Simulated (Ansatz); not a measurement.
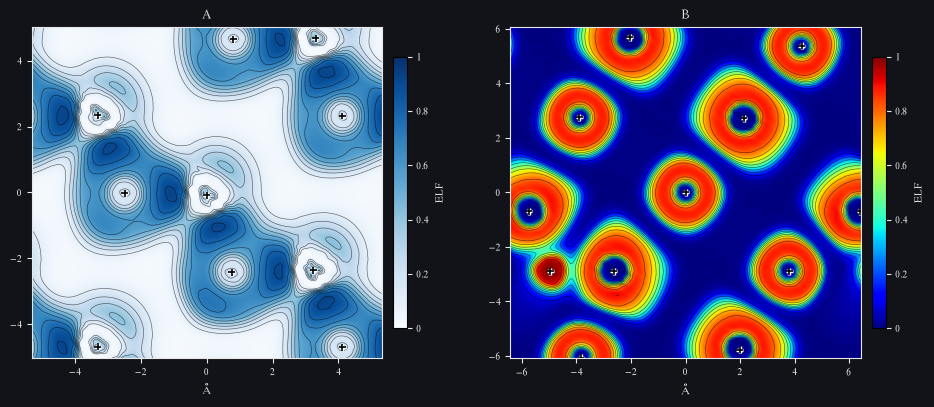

The ELF of 2 systems, each on a plane through atoms (crosses mark nuclei in the plane).

All numbers below come from DFT PBE, scalar-relativistic, plane waves, PAW in Ansatz.

System 1: Rb₁₆HBr₁₆ (cell charge +1, with a compensating background) (cell with a defect), the (100) plane of the calculation cell. 

```
Rb Br H
1.0
    -7.01287    7.01287   -7.01287
    -7.01287   -7.01287    7.01287
     7.01287    7.01287    7.01287
Rb Br H
16 16 1
Direct
  0.27825 0.27825 0.52825
  0.00000 0.49255 0.50185
  0.00000 0.25185 0.74255
  0.74815 0.74815 0.49071
  0.75929 0.50745 0.75745
  0.74815 0.24071 0.99815
  0.49255 0.00000 0.50185
  0.50745 0.75929 0.75745
  0.50745 0.50745 0.00929
  0.49255 0.25185 0.25000
  0.25185 0.00000 0.74255
  0.24071 0.74815 0.99815
  0.25185 0.49255 0.25000
  0.00000 0.00000 0.97175
  0.00000 0.72175 0.25000
  0.72175 0.00000 0.25000
  0.00000 0.00000 0.44218
  0.74087 0.25177 0.50177
  0.74823 0.00000 0.73910
  0.51090 0.51090 0.50913
  0.51090 0.25913 0.76090
  0.48910 0.00000 0.99823
  0.25177 0.74087 0.50177
  0.25913 0.51090 0.76090
  0.25177 0.25177 0.99087
  0.19218 0.00000 0.25000
  0.00000 0.74823 0.73910
  0.00000 0.48910 0.99823
  0.00000 0.19218 0.25000
  0.80782 0.80782 0.05782
  0.74823 0.48910 0.25000
  0.48910 0.74823 0.25000
  0.00000 0.00000 0.25000
```

System 2: Al₁₅As₁₆ (cell charge −1, with a compensating background) (cell with a defect), the (010) plane of the calculation cell. 

```
Al As
1.0
    -5.72791    5.72791   -5.72791
    -5.72791   -5.72791    5.72791
     5.72791    5.72791    5.72791
Al As
15 16
Direct
  0.49993 0.99410 0.50000
  0.49993 0.75000 0.74410
  0.25000 0.25000 0.50000
  0.24417 0.00007 0.75007
  0.25000 0.75000 0.00000
  0.99410 0.49993 0.50000
  0.00007 0.24417 0.75007
  0.00007 0.00007 0.99417
  0.99410 0.75000 0.24993
  0.75000 0.49993 0.74410
  0.75000 0.25000 0.00000
  0.75000 0.99410 0.24993
  0.50590 0.50590 0.00583
  0.50590 0.25583 0.25590
  0.25583 0.50590 0.25590
  0.98724 0.98724 0.73724
  0.75000 0.24912 0.74893
  0.75000 0.99893 0.99912
  0.50107 0.50107 0.75020
  0.49980 0.25088 0.00088
  0.50107 0.00020 0.25107
  0.24912 0.75000 0.74893
  0.25088 0.49980 0.00088
  0.25088 0.25088 0.24980
  0.24912 0.99893 0.50000
  0.99893 0.75000 0.99912
  0.00020 0.50107 0.25107
  0.99893 0.24912 0.50000
  0.75000 0.75000 0.26276
  0.75000 0.51276 0.50000
  0.51276 0.75000 0.50000
```

Question: Match each panel to its system.

Answer: Panel A is system 2, Al₁₅As₁₆: the plane holds Al and As. Al–As (2.47 Å): the ELF peaks at about 0.90 between the atoms. Panel B is system 1, Rb₁₆HBr₁₆: the plane holds Rb, Br and H. Br–H (2.33 Å): the ELF climbs to about 1 towards the hydrogen, as it does in any bond to H.
